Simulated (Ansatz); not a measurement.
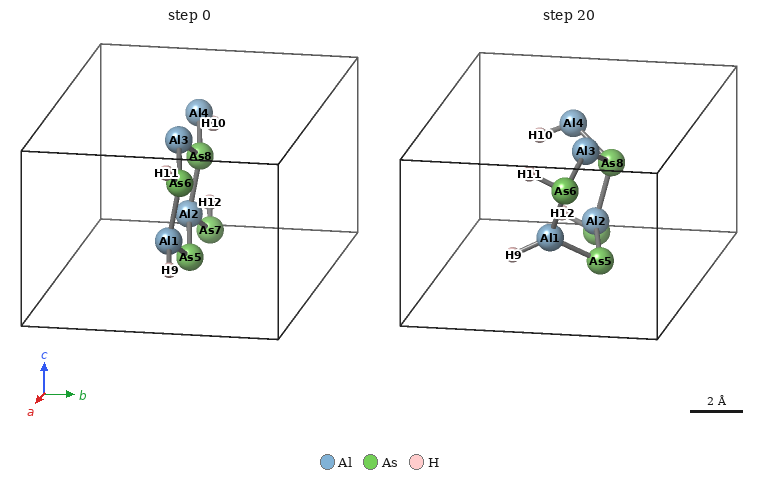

The structure of a wire of composition AlAsH before (left) and after (right) a relaxation, at one scale.

The picture is a ball-and-stick view of the cell of the calculation, with the vacuum cut short, seen slightly off an axis.

Case: armchair ribbon, 4 formula units a period, edges capped with H.

The calculation used DFT PBE, scalar-relativistic, plane waves, PAW (Ansatz 0.2.0). Settings: plane-wave cutoff 420 eV; k-point mesh 1 × 1 × 5; occupations gaussian; smearing width 0.05 eV; no spin polarisation; cell relaxed at fixed a, b, alpha, beta, gamma; force threshold 0.02 eV/Å; at most 45 steps.

Summarise the run.

The energy falls by 0.914 eV per cell of the calculation in 19 accepted moves (20 points after the start). The largest force component goes from 0.33 to 0.019 eV/Å. The SCF was repeated once at an unchanged geometry on a basis and grid sized afresh for the cell, which shifted the energy by 3.1 meV per cell of the calculation at most. The largest moves relative to the centre of the atoms, 2.43 Å, are those of H9 and H10. By element the largest moves are H 2.43 Å, As 1.26 Å, Al 1.10 Å. Along the periodic axis the drawn cell goes c 7.029 → 6.676 Å (−5.0 %). Near-neighbour distances that change, for instance: Al2–As7 2.384 → 2.443 Å, Al1–As6 2.384 → 2.418 Å, Al1–As5 2.384 → 2.412 Å, As6–H11 1.520 → 1.537 Å. Bond angles that change, for instance: Al3–As6–H11 116.7° → 92.0°, Al3–As8–Al4 116.7° → 93.0°, Al1–As6–Al3 116.7° → 96.4°.
